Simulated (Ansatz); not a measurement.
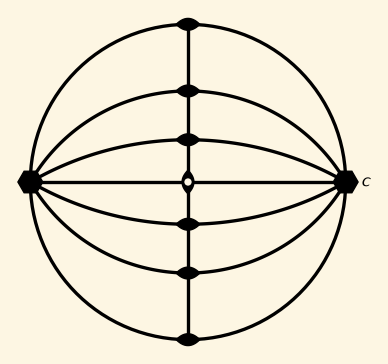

Stereographic projection: heavy lines are mirror planes (a heavy rim: a mirror in the plane of the page); lens, triangle, square and hexagon are 2-, 3-, 4- and 6-fold axes, a lens in an open square is −4, a triangle in an open hexagon −6; thin dashed diameters join the ends of axes that lie in the page; a small open circle marks inversion. The a axis points at the viewer. Computed from the symmetry operations of a computed or model structure of composition Si, which need not be its known form.

Name the crystal class.

Answer. 6/mmm (D6h), order 24, hexagonal system: one sixfold axis, six twofold axes, seven mirror planes, an inversion centre.

Can such a crystal be piezoelectric, pyroelectric or chiral?

Answer. It is centrosymmetric, so neither piezoelectric nor pyroelectric; it is not chiral.
